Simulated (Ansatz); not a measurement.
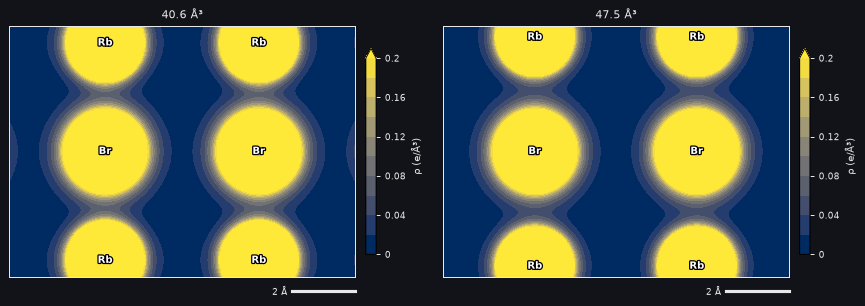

RbBr. The valence charge density (pseudo) of cells scaled evenly to different volumes (given per atom above each panel), on the (11̄0) plane of each (indices in the axes of the cell below), at one length scale and on one colour scale.

The calculation used DFT PBE, scalar-relativistic, plane waves, PAW (Ansatz 0.2.0).

The largest cell:

```yaml
crystal:
  lattice:
    - [0.00000, 3.62194, 3.62194]
    - [3.62194, 0.00000, 3.62194]
    - [3.62194, 3.62194, 0.00000]
  atoms:
    - { symbol: Rb, position: [0.00000, 0.00000, 0.00000] }
    - { symbol: Br, position: [0.50000, 0.50000, 0.50000] }
```

| volume (Å³/atom) | Rb–Br contact in the plane (Å) | ρ at its midpoint (e/Å³) | pressure (GPa) | gap on the mesh (eV) | 
| --- | --- | --- | --- | --- |
| 40.60 | 3.437 | 0.079 | 0.9 | 4.34 | 
| 43.19 | 3.509 | ? | ? | ? | 
| 47.51 | 3.622 | 0.057 | −0.9 | 3.98 | 

Q: Estimate the missing row, and compare with the calculation.

A: Over the known rows ln ρ falls by 1.76 per Å of Rb–Br distance (the line through the two), which gives 0.070 e/Å³ at 3.509 Å; the calculation gives 0.069 e/Å³. For the pressure, a straight line in volume between the neighbouring rows gives 0.2 GPa; the calculation gives 0.0. For the gap on the mesh, a straight line in volume between the neighbouring rows gives 4.21 eV; the calculation gives 4.19.
